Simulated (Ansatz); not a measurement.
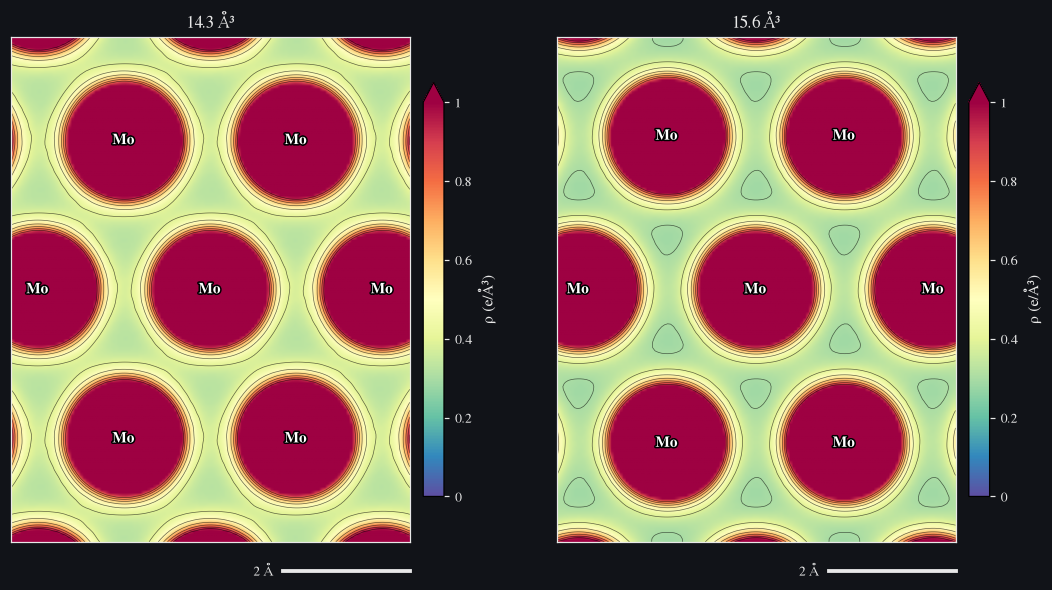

Mo. The valence electron density of cells scaled evenly to different volumes (given per atom above each panel), on the (010) plane of each (indices in the axes of the cell below), at one length scale and on one colour scale.

A generated structure, not necessarily the stable one; computed without spin polarisation.

The calculation used DFT, RPBE, plane waves (420 eV) with PAW, scalar-relativistic in Ansatz 0.2.0.

Core electrons are frozen (PAW), and the valence fields are smoothed inside the atomic spheres.

The largest cell:

```cif
data_structure
_symmetry_space_group_name_H-M 'P 1'
_symmetry_Int_Tables_number 1
_cell_length_a 2.8057
_cell_length_b 2.8057
_cell_length_c 2.8057
_cell_angle_alpha 60.000
_cell_angle_beta 60.000
_cell_angle_gamma 60.000
_cell_volume 15.62
loop_
_atom_site_label
_atom_site_type_symbol
_atom_site_fract_x
_atom_site_fract_y
_atom_site_fract_z
_atom_site_occupancy
Mo1 Mo 0.00000 0.00000 0.00000 1
```

| volume (Å³/atom) | Mo–Mo contact in the plane (Å) | ρ at its midpoint (e/Å³) | pressure (GPa) | 
| --- | --- | --- | --- |
| 14.32 | 2.725 | 0.377 | 38.1 | 
| 14.97 | 2.766 | ? | ? | 
| 15.62 | 2.806 | 0.335 | 10.4 | 

### Estimate the missing row, and compare with the calculation.

Over the known rows ln ρ falls by 1.46 per Å of Mo–Mo distance (the line through the two), which gives 0.355 e/Å³ at 2.766 Å; the calculation gives 0.354 e/Å³. For the pressure, a straight line in volume between the neighbouring rows gives 24.2 GPa; the calculation gives 22.9, lower because pressure rises ever faster on compression.
